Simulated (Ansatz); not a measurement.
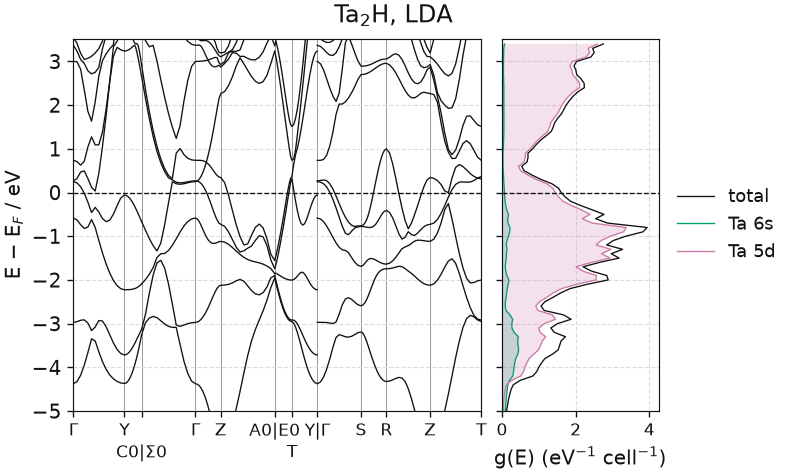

Band structure and density of states. Energies are counted from the Fermi level. The partial curves are projected on Löwdin-orthogonalised atomic shells.

System: Ta2H, space group C222 (No. 21), 3 atoms in the cell; a = 2.94 Å, b = 2.94 Å, c = 4.80 Å, α = 90.00°, β = 90.00°, γ = 108.68°.

Method: DFT LDA, scalar-relativistic, plane waves, PAW, no spin polarisation, 16×16×10 k mesh, 420 eV cutoff (Ansatz).

Q: Metal, semiconductor or insulator?

A: A metal: 2 bands cross the Fermi level along this path.

Q: Which levels at T lie nearest to the Fermi level?

A: At T the nearest levels lie 2.00 eV below and 0.32 eV above the Fermi level.

The cell is at −11 GPa in this functional. Spin-orbit coupling is left out, which matters for Ta.
